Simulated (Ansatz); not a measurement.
System: AlGaN₂, space group P-4m2, 4 atoms in the cell.

```yaml
crystal:
  lattice:
    - [3.13853, 0.00000, 0.00000]
    - [0.00000, 3.13853, 0.00000]
    - [0.00000, 0.00000, 4.42236]
  atoms:
    - { symbol: Al, position: [0.50000, 0.50000, 0.50000] }
    - { symbol: Ga, position: [0.00000, 0.00000, 0.00000] }
    - { symbol: N, position: [0.50000, 0.00000, 0.73908] }
    - { symbol: N, position: [0.00000, 0.50000, 0.26092] }
```

Level of theory: DFT r2SCAN, scalar-relativistic, plane waves, PAW, no spin polarisation, 8×8×6 k mesh, 500 eV cutoff; code Ansatz.

What does the calculation give for the electronic structure?

There is a gap; over the k points computed it is 3.37 eV. By projected weight, the top eV of the valence band is N (90 %); the bottom eV of the conduction band is N (40 %), Ga (35 %) and Al (25 %).

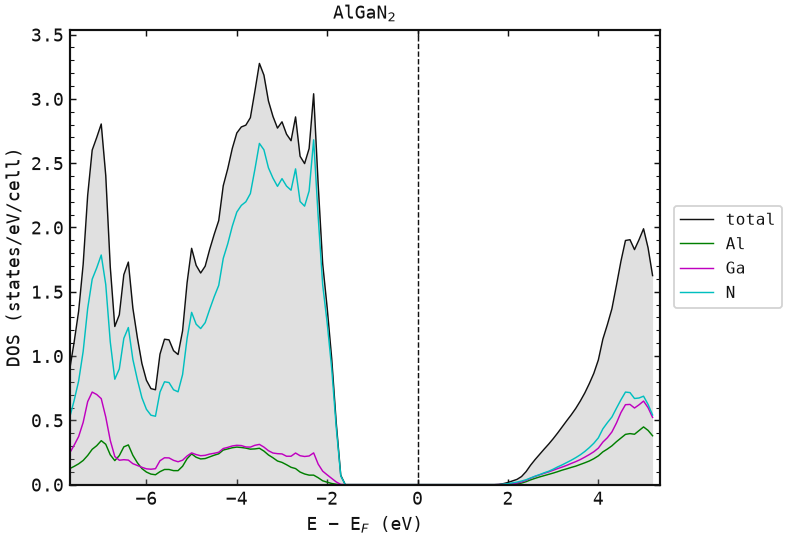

Density of states. Energies are counted from the Fermi level. The partial curves are projected on Löwdin-orthogonalised atomic shells.
